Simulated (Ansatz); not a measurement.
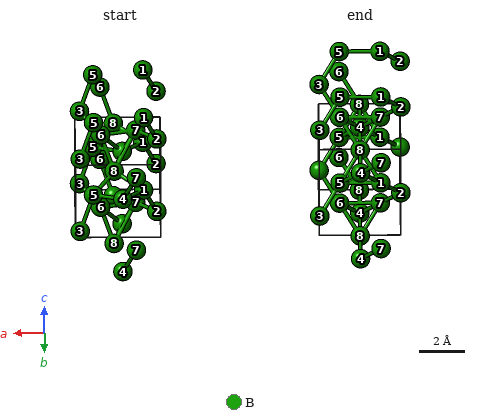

The structure of a crystal of B (a generated structure, set up in P-4n2) (coarse preliminary run) before (left) and after (right) a relaxation, at one scale.

Style: ball-and-stick. Shown: the cell of the calculation, repeated 1 × 2 × 2 with one cell outlined, from a free direction.

Computed with DFT PBE, scalar-relativistic, plane waves, PAW in Ansatz 0.2.0. Set-up: plane-wave cutoff 420 eV; k-point mesh 4 × 4 × 4; occupations gaussian; smearing width 0.1 eV; no spin polarisation; cell and atoms relaxed; force threshold 0.04 eV/Å; at most 70 steps.

**Describe what moved and what it gained.**

The largest moves relative to the cell, 0.42 Å, are those of 8 atoms (B1, B2, B3, B4 and others). B2 goes along [−2 −2 3]. Cell: a = b 3.825 → 3.655 Å (−4.4 %), c 3.923 → 4.654 Å (+18.6 %). Volume +8.4 %. Some distances before and after: B1–B5 2.281 → 1.828 Å, B1–B3 2.084 → 1.739 Å, B1–B5 (another image) 1.618 → 1.828 Å, B1–B4 1.662 → 1.739 Å. Among the angles between lasting bonds that change: B5–B3–B7 131.9° → 180.0°, B1–B3–B6 144.4° → 180.0°, B2–B3–B6 154.0° → 121.7°. The space group (tolerance 0.01 Å) goes from P-4n2 (No. 118) to I4_1/amd (No. 141). Over 6 accepted moves (8 points after the start) the energy falls by 3.276 eV per cell of the calculation. Largest force component: 0.84 eV/Å at the start, 0.0023 eV/Å at the end. Pressure: 29.84 GPa at the start and 0.04 GPa at the end. The SCF was repeated twice at an unchanged geometry on a basis and grid sized afresh for the cell, which shifted the energy by 54.9 meV per cell of the calculation at most.

Limits of the set-up: the k-point mesh is coarse for a cell with partly filled bands.
